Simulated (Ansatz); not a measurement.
Given this structure:

```
CELL_PARAMETERS angstrom
5.14235 0.00000 0.00000
0.00000 3.16498 0.00000
-0.00346 0.00000 5.47849
ATOMIC_POSITIONS crystal
Al 0.00060 0.50000 0.66736
Ga 0.49912 0.50000 0.33492
Ga 0.49903 0.00000 0.83156
Ga 0.99986 0.00000 0.16618
N 0.13549 0.50000 0.32950
N 0.13347 0.00000 0.81578
N 0.63627 0.00000 0.15562
N 0.64706 0.50000 0.65670
```

Say what kind of structure these coordinates give.

It has the composition AlGa₃N₄. Its lattice is primitive monoclinic, its space group Pm (No. 6). There are 8 atoms in the cell: 1 Al, 3 Ga, 4 N. Around each Al lie four N in a distorted tetrahedral arrangement at 1.82 to 1.98 Å. The coordination shell of Ga holds four N in a distorted tetrahedral arrangement at 1.87 to 2.04 Å. Within bonding distance, the neighbour counts come to N 4. The bonds build a three-dimensional framework.

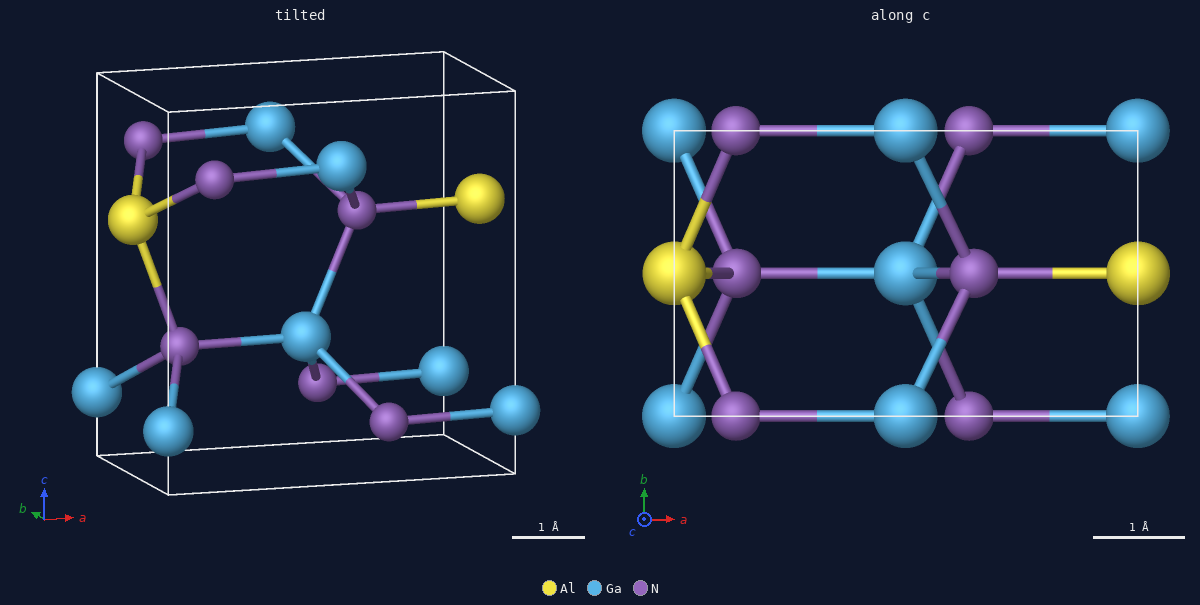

The image is a ball-and-stick drawing of a crystal, viewed slightly off an axis and along the c axis. The conventional unit cell is outlined; an atom on or near a face, edge or corner is repeated at each equivalent position. Colours: aluminium yellow, gallium blue, nitrogen purple.

The cell started as a structure listed in the Materials Project. The cell was then strained or its atoms displaced on purpose. It went into a calculation with Ansatz.

At this level of theory the cell isn't at rest (forces up to 1.3 eV/Å), so its distances can differ from those at equilibrium, the more so the softer the solid.
